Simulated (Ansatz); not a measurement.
# Run report: Al$_{24}$N$_{25}$, geometry relaxation (part 5 of 5)

Continued. System: Al$_{24}$N$_{25}$ (defect cell, 49 atoms in the cell). Method: DFT PBE, scalar-relativistic, plane waves, PAW, spin-polarised (Ansatz 0.2.0); cutoff 420 eV, 2×2×2 k-mesh, Gaussian smearing of 0.01 eV, collinear spins. The structure derives from a Materials Project entry. It belongs to a series of runs on one base structure; here: N interstitial, charge +0, atoms relaxed at the host's cell.

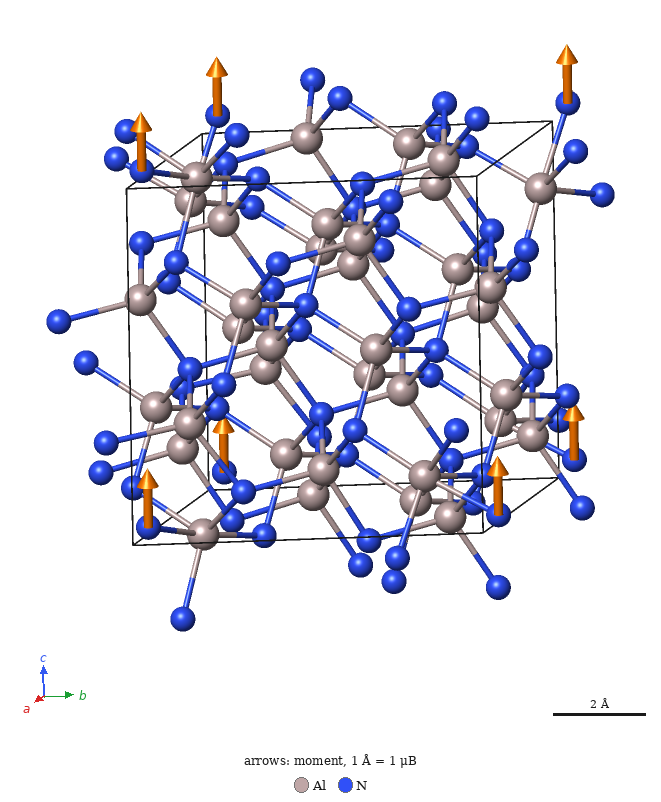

Figure 1. Magnetic moments of the sites as orange arrows (ball-and-stick view of the cell of the calculation, seen slightly off an axis; bonded neighbours outside the cell are drawn too); small moments hardly show. The run is collinear, so the axis drawn is arbitrary. Site moments: N49 (1.33 μB); N41, N45, N48 (0.19 μB); N26, N31, N34 (0.11 μB). They are counted near the atoms and needn't add up to the moment of the cell. Atoms are counted from 1 in the order of the input.

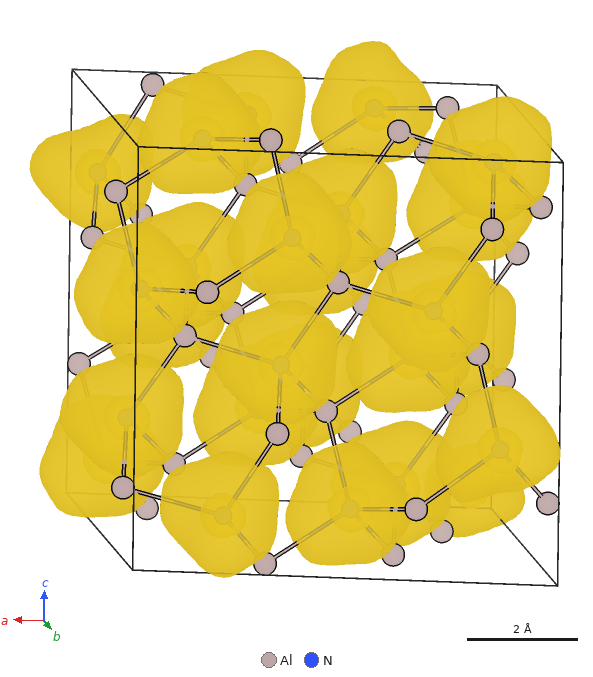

Figure 2. Isosurface of the ELF at 0.65 (yellow), seen at an oblique angle. Only the valence region is drawn (cores and ρ < 0.01 e/Å³ removed). Sticks mark near contacts. The outline is the calculation cell. Along the contacts the grid gives the following. Al–N (1.87 Å): the ELF is about 0.85 at the midpoint. In a PAW calculation such maps are meaningful between the atoms, not at the nuclei.

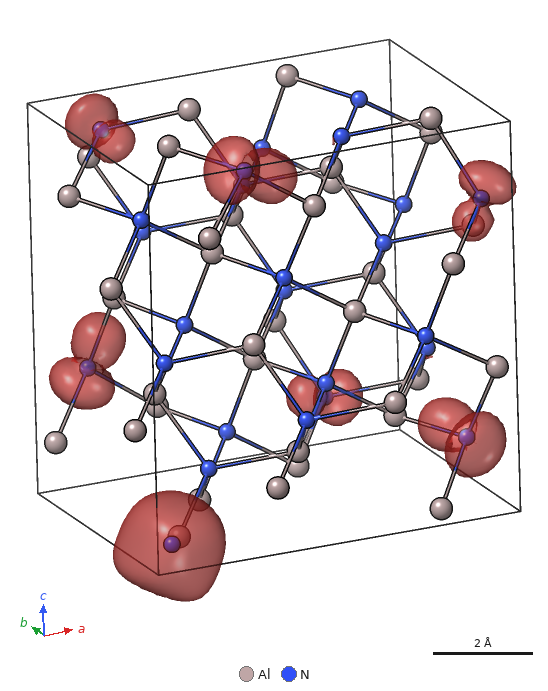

Figure 3. Isosurface of the spin density at +0.04 e/Å³ (red), seen slightly off an axis. Sticks mark near contacts. The outline is the calculation cell. The spin density sits on N: +1.3 μB in one cell of 49 atoms: a single local moment. The cell of the calculation (49 atoms) carries 3.0 μB net.

This output came from the following input.

### Input file
```yaml
crystal:
  lattice:
    - [3.1302084199, -5.4216800216, 5.0180433219]
    - [3.1302084199, 5.4216800216, 5.0180433219]
    - [-6.2604168399, 0.0, 5.0180433219]
  atoms:
    - { symbol: Al, position: [0.6664114086, 0.3330780753, 0.499744742] }
    - { symbol: Al, position: [0.999744742, 0.6664114086, 0.8330780753] }
    - { symbol: Al, position: [0.3330780753, 0.499744742, 0.6664114086] }
    - { symbol: Al, position: [0.8330780753, 0.499744742, 0.1664114086] }
    - { symbol: Al, position: [0.1664114086, 0.3330780753, 0.999744742], spin: 0.1 }
    - { symbol: Al, position: [0.499744742, 0.6664114086, 0.3330780753] }
    - { symbol: Al, position: [0.8330780753, 0.999744742, 0.6664114086] }
    - { symbol: Al, position: [0.1664114086, 0.8330780753, 0.499744742] }
    - { symbol: Al, position: [0.499744742, 0.1664114086, 0.8330780753] }
    - { symbol: Al, position: [0.6664114086, 0.8330780753, 0.999744742] }
    - { symbol: Al, position: [0.999744742, 0.1664114086, 0.3330780753], spin: 0.1 }
    - { symbol: Al, position: [0.3330780753, 0.999744742, 0.1664114086], spin: 0.1 }
    - { symbol: Al, position: [0.6664114086, 0.499744742, 0.8330780753] }
    - { symbol: Al, position: [0.999744742, 0.8330780753, 0.1664114086], spin: 0.1 }
    - { symbol: Al, position: [0.3330780753, 0.6664114086, 0.999744742] }
    - { symbol: Al, position: [0.8330780753, 0.6664114086, 0.499744742] }
    - { symbol: Al, position: [0.1664114086, 0.499744742, 0.3330780753] }
    - { symbol: Al, position: [0.499744742, 0.8330780753, 0.6664114086] }
    - { symbol: Al, position: [0.8330780753, 0.1664114086, 0.999744742], spin: 0.1 }
    - { symbol: Al, position: [0.1664114086, 0.999744742, 0.8330780753], spin: 0.1 }
    - { symbol: Al, position: [0.499744742, 0.3330780753, 0.1664114086] }
    - { symbol: Al, position: [0.6664114086, 0.999744742, 0.3330780753] }
    - { symbol: Al, position: [0.999744742, 0.3330780753, 0.6664114086] }
    - { symbol: Al, position: [0.3330780753, 0.1664114086, 0.499744742] }
    - { symbol: "N", position: [0.7935885914, 0.460255258, 0.6269219247] }
    - { symbol: "N", position: [0.1269219247, 0.7935885914, 0.960255258] }
    - { symbol: "N", position: [0.460255258, 0.6269219247, 0.7935885914] }
    - { symbol: "N", position: [0.960255258, 0.6269219247, 0.2935885914] }
    - { symbol: "N", position: [0.2935885914, 0.460255258, 0.1269219247] }
    - { symbol: "N", position: [0.6269219247, 0.7935885914, 0.460255258] }
    - { symbol: "N", position: [0.960255258, 0.1269219247, 0.7935885914] }
    - { symbol: "N", position: [0.2935885914, 0.960255258, 0.6269219247] }
    - { symbol: "N", position: [0.6269219247, 0.2935885914, 0.960255258] }
    - { symbol: "N", position: [0.7935885914, 0.960255258, 0.1269219247] }
    - { symbol: "N", position: [0.1269219247, 0.2935885914, 0.460255258] }
    - { symbol: "N", position: [0.460255258, 0.1269219247, 0.2935885914] }
    - { symbol: "N", position: [0.460255258, 0.2935885914, 0.6269219247] }
    - { symbol: "N", position: [0.7935885914, 0.6269219247, 0.960255258] }
    - { symbol: "N", position: [0.1269219247, 0.460255258, 0.7935885914] }
    - { symbol: "N", position: [0.6269219247, 0.460255258, 0.2935885914] }
    - { symbol: "N", position: [0.960255258, 0.2935885914, 0.1269219247], spin: 0.1 }
    - { symbol: "N", position: [0.2935885914, 0.6269219247, 0.460255258] }
    - { symbol: "N", position: [0.6269219247, 0.960255258, 0.7935885914] }
    - { symbol: "N", position: [0.960255258, 0.7935885914, 0.6269219247] }
    - { symbol: "N", position: [0.2935885914, 0.1269219247, 0.960255258], spin: 0.1 }
    - { symbol: "N", position: [0.460255258, 0.7935885914, 0.1269219247] }
    - { symbol: "N", position: [0.7935885914, 0.1269219247, 0.460255258] }
    - { symbol: "N", position: [0.1269219247, 0.960255258, 0.2935885914], spin: 0.1 }
    - { symbol: "N", position: [0.0694444444, 0.0694444444, 0.0694444444], spin: 0.1 }
  host:
    lattice:
      - [3.1302084199, 0.0, 0.0]
      - [-1.56510421, 2.7108400108, 0.0]
      - [0.0, 0.0, 5.0180433219]
    atoms:
      - { symbol: Al, position: [0.6666666667, 0.3333333333, 0.4992342259] }
      - { symbol: Al, position: [0.3333333333, 0.6666666667, 0.9992342259] }
      - { symbol: "N", position: [0.6666666667, 0.3333333333, 0.8807657741] }
      - { symbol: "N", position: [0.3333333333, 0.6666666667, 0.3807657741] }
basis:
  ecutwfc: 420
  xc_grid: 2
kpoints:
  mp_grid: { grid: [2, 2, 2], shift: [0.0, 0.0, 0.0] }
hamiltonian:
  xc: pbe
scf:
  occupations: { method: gaussian, width: 0.01 }
output:
  forces: true
  stress: false
  eigenvalues: true
  populations: true
  charged_corrections:
    defect_position: [0.06944444, 0.06944444, 0.06944444]
    epsilon: [[8.2944, 0.0, 0.0], [0.0, 8.2944, 0.0], [0.0, 0.0, 9.8365]]
  write_density: true
  write_potential: true
  elf: true
  volumetric_format: npy
magnetization:
  spin_polarized: true
relax:
  adjacent_minimum: "off"
  f_tol: 0.025
  max_steps: 45
```

Launch command:
```bash
ansatz run input.yaml --threads 4 --pin off --max-ram 8192MiB --backend cpu --events-out ev --progress --plain --runs-dir out
```

### Results in brief

```csv
quantity,value
outcome,converged
electrons treated,197
free energy,−22558.5464 eV
Fermi energy,8.339 eV
gap on the k-point mesh,1.12 eV
net moment of the cell,3.00 μB
integrated absolute moment,3.13 μB
final volume,510.97 Å³
largest force (length of the vector) at the end,0.019 eV/Å
hardware,"4 threads of Arm Neoverse V1, 24 GiB of memory available, shared host"
wall time,99 s (CPU time 6.5 min)
peak memory,1.8 GiB
```
